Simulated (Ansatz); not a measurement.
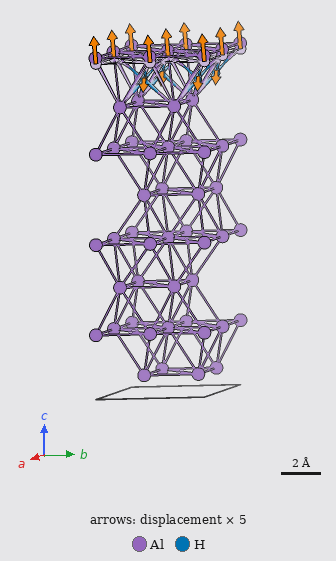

This is a constrained relaxation of a slab of composition Al₈H. The starting structure is drawn faded, the final one solid; orange arrows show the displacements, magnified 5 times.

A ball-and-stick model of the 2 × 2 repeat of the cell, outlined in the plane, without the vacuum, seen slightly off an axis.

4 atoms are held fixed.

Computed with DFT PBEsol, scalar-relativistic, plane waves, PAW; settings changed in Ansatz.

The input:
```yaml
crystal:
  lattice:
    - [2.8362844922, 0.0, 0.0]
    - [-1.4181422461, 2.4562944226, 0.0]
    - [0.0, 0.0, 35.3137615421]
  atoms:
    - { symbol: Al, position: [0.3333333333, 0.6666666667, 0.2406993656] }
    - { symbol: Al, position: [0.0, 0.0, 0.3066945262] }
    - { symbol: Al, position: [0.6666666667, 0.3333333333, 0.3726896867] }
    - { symbol: Al, position: [0.0, 0.0, 0.4386848473] }
    - { symbol: Al, position: [0.3333333333, 0.6666666667, 0.5041562492] }
    - { symbol: Al, position: [0.0, 0.0, 0.5704373706] }
    - { symbol: Al, position: [0.6666666667, 0.3333333333, 0.6367922409] }
    - { symbol: Al, position: [0.0, 0.0, 0.7041304592] }
    - { symbol: H, position: [0.3333333333, 0.6666666667, 0.6769455896] }
basis:
  ecutwfc: 420
  ecutrho_ratio: 9
kpoints:
  mp_grid: { grid: [12, 12, 1], shift: [0.5, 0.5, 0.0] }
hamiltonian:
  xc: pbesol
scf:
  occupations: { method: gaussian, width: 0.1 }
  mixing: { preconditioner: none }
output:
  forces: true
  eigenvalues: true
relax:
  adjacent_minimum: "off"
  f_tol: 0.03
  max_steps: 70
  constraints: [{ sites: [0, 1, 2, 3] }]
efield:
  axis: 3
  dipole_correction: true
  ramp_width: 0.04
```

Run as
```bash
ansatz run input.yaml --threads 2 --pin off --max-ram 5120MiB --backend cpu --events-out ev --progress --plain --runs-dir out
```

Q: Describe the change and its energy.

A: Al8 moves most: 0.30 Å along the normal (+c). Largest moves by element: Al 0.30 Å, H 0.16 Å. The cell stays as it was. Among the contacts that change: Al8–H9 1.898 → 2.175 Å, Al7–Al8 2.887 → 3.151 Å, Al8–H9 (another image) 1.898 → 2.154 Å, Al7–Al8 (another image) 2.887 → 3.129 Å. The energy falls by 0.155 eV per cell of the calculation in 4 accepted moves (5 points after the start). The largest force component goes from 0.96 to 0.019 eV/Å. 1 step only repeated the SCF at the same geometry.
